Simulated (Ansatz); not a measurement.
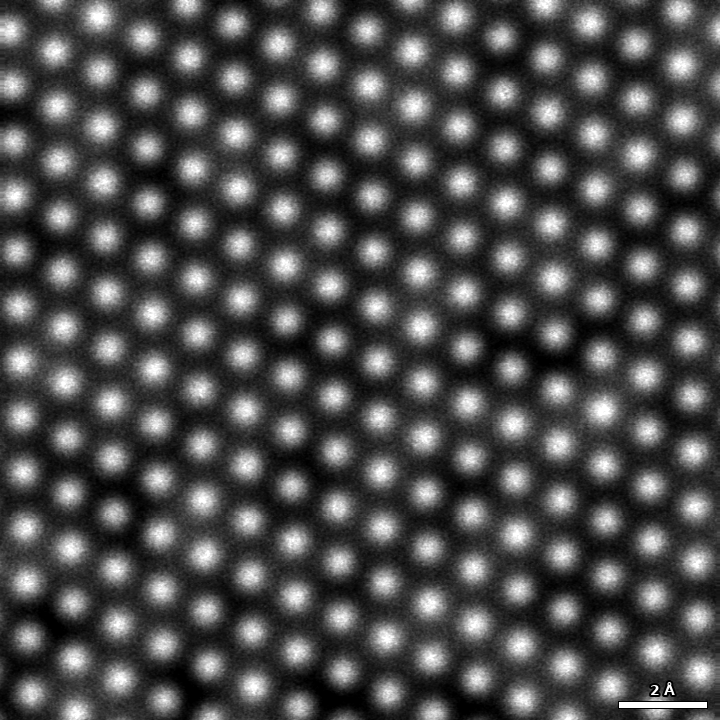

HAADF-like image of Co (P6/mmm, No. 191). Simulated incoherent Z contrast: every atom adds Z^1.7 spread by a probe of 0.54 Å full width; channelling and multiple scattering are left out. Shot noise, a slight drift and the speckle of an amorphous layer were added. Structure used: the geometry relaxed with DFT, RPBE, plane waves (420 eV) with PAW, scalar-relativistic (Ansatz); the starting structure was generated, so it need not be a known form of this composition.

```cif
data_structure
_symmetry_space_group_name_H-M 'P6/mmm'
_symmetry_Int_Tables_number 191
_cell_length_a 3.9409
_cell_length_b 3.9409
_cell_length_c 2.4167
_cell_angle_alpha 90.000
_cell_angle_beta 90.000
_cell_angle_gamma 120.000
_cell_volume 32.50
loop_
_atom_site_label
_atom_site_type_symbol
_atom_site_symmetry_multiplicity
_atom_site_Wyckoff_symbol
_atom_site_fract_x
_atom_site_fract_y
_atom_site_fract_z
_atom_site_occupancy
Co1 Co 1 a 0.00000 0.00000 0.00000 1
Co2 Co 2 d 0.33333 0.66667 0.50000 1
```

Which beam direction gives this image, [201], [102], [100] or [310]? (Directions equivalent by symmetry count as one.)

Answer. [201]. The projected cells are 1.16 × 1.28 Å, 117° for [201]; 1.53 × 3.41 Å, 90° for [102]; 2.42 × 3.41 Å, 90° for [100]; 1.29 × 2.42 Å, 90° for [310], and the image repeats as the [201] one does.
